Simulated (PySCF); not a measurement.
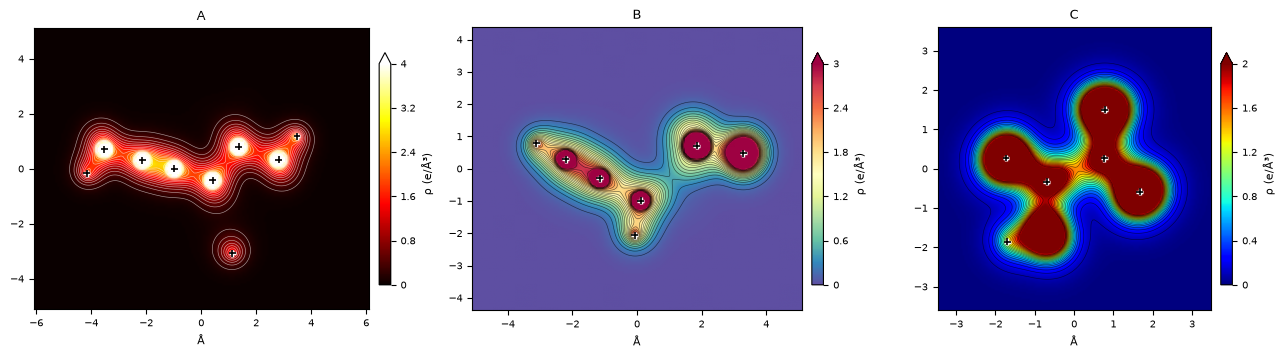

The electron density of 3 systems, each on a plane through atoms (crosses mark nuclei in the plane).

All numbers below come from PySCF 2.14.0, PBE0/pcSseg-1, SCF density, gas phase, non-relativistic.

System 1: C₉H₁₃F (SMILES C=C[C@](F)(C#CC)C(C)C), the plane of atoms C3, C8 and C9. Geometry: GFN2-xTB.

```xyz
23

C     1.1656    2.6396   -0.6096
C     0.6748    1.4487   -0.8921
C     0.1743    0.4647    0.1347
F     0.2853    1.0202    1.4105
C     1.0189   -0.7228    0.0732
C     1.7466   -1.6751    0.0401
C     2.6008   -2.8385   -0.0166
C    -1.3118    0.1005   -0.1029
C    -2.1733    1.3603   -0.0609
C    -1.7815   -0.9132    0.9378
H     1.2285    2.9950    0.4049
H     1.5208    3.3015   -1.3806
H     0.6151    1.0796   -1.9068
H     3.6460   -2.5346    0.0294
H     2.4286   -3.3791   -0.9467
H     2.3855   -3.4989    0.8228
H    -1.3735   -0.3518   -1.0993
H    -3.2171    1.1059   -0.2287
H    -2.0849    1.8391    0.9119
H    -1.8603    2.0694   -0.8246
H    -1.1840   -1.8207    0.8834
H    -1.6847   -0.4943    1.9368
H    -2.8245   -1.1684    0.7664
```

System 2: C₂HO₄ (hydrogen oxalate) (charge −1), the plane of atoms O3, C2 and C4. Geometry: PBE0-D3(BJ)/def2-SVP.

```xyz
7

O    -1.1260    1.4948   -0.4076
C    -1.0818    0.4047    0.1782
O    -1.9081   -0.2117    0.8606
C     0.2947   -0.3653    0.0268
O     0.5263   -1.5108    0.3382
O     1.2860    0.3849   -0.5148
H     2.0403   -0.2250   -0.5284
```

System 3: C₆H₁₀OSSi, the plane of atoms C2, C3 and H11. Geometry: GFN2-xTB.

```xyz
19

C    -1.1858   -2.2950   -0.5758
C    -1.2452   -1.2509    0.0073
C    -1.3495    0.0262    0.6790
C    -1.9923    1.0765   -0.2321
S    -0.3139    1.6862   -0.7619
O    -0.2056    3.1201   -0.5033
C     0.0043    0.7423    0.8190
Si    1.6242   -0.2518    0.8535
C     2.1189   -0.6034   -0.9407
H    -1.1254   -3.2174   -1.0717
H    -1.8684   -0.1244    1.6326
H    -2.6134    0.6998   -1.0410
H    -2.5041    1.8648    0.3133
H    -0.0478    1.4790    1.6194
H     1.3882   -1.4887    1.6060
H     2.6405    0.5661    1.5244
H     1.3389   -1.1460   -1.4670
H     2.3002    0.3226   -1.4800
H     3.0266   -1.1967   -0.9886
```

### Which map belongs to which system?

Panel A is system 1, C₉H₁₃F: the plane holds C and H. C–C (1.20 Å): the density is about 2.7 e/Å³ at the midpoint. Panel B is system 3, C₆H₁₀OSSi: the plane holds C, S, O and H. C–C (1.20 Å): ρ is about 2.7 e/Å³ halfway. Panel C is system 2, C₂HO₄: the plane holds O, C and H. C–O (1.21 Å): ρ is about 3.3 e/Å³ halfway.
